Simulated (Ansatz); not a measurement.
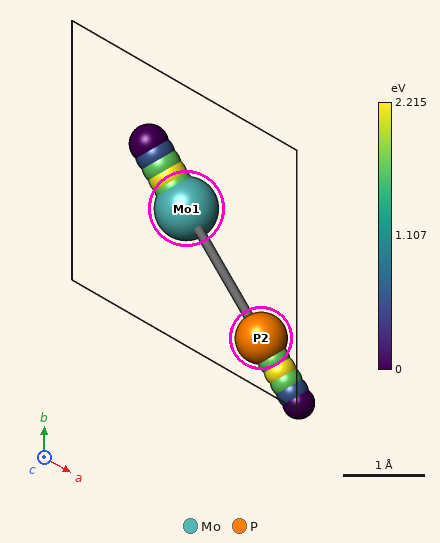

A nudged-elastic-band calculation for a 2-atom cell of MoP (set up in P-6m2). Images are numbered from 0 (start) to 6 (end). The start is drawn whole; smaller spheres mark the moving atoms (Mo, P) in the later images, joined by lines and coloured by the energy of the image relative to the start. A ball-and-stick model of the simulation cell (origin moved), seen along the c axis. The atoms that move most are ringed. Bonds to atoms that aren't drawn are left out.

Level of theory: Ansatz, DFT, PBE, all-electron LAPW, scalar-relativistic. Set-up: plane-wave cutoff 329 eV; k-point mesh 8 × 8 × 7; Fermi-Dirac smearing 0.05 eV; 5 movable images; climbing image.

What moves, how far, and at what cost in energy?

Answer. The Mo atom travels furthest, 0.93 Å from end to end, along [−1 1 0], on a straight line. It doesn't move alone: P (0.93 Å) moves with it. The two ends have the same energy, and the highest point, image 3, lies 2.21 eV above the start. The band converged in 2 iterations. The largest component of the band force went from 3.2e-07 to 8e-07 eV/Å. The climbing image converged on the top of the path. Its curvatures weren't checked.

Cost: 16 min on 4 threads of Intel(R) Xeon(R) Platinum 8259CL CPU @ 2.50GHz (Skylake/Cascade Lake) (shared host), peak memory 2.1 GiB.
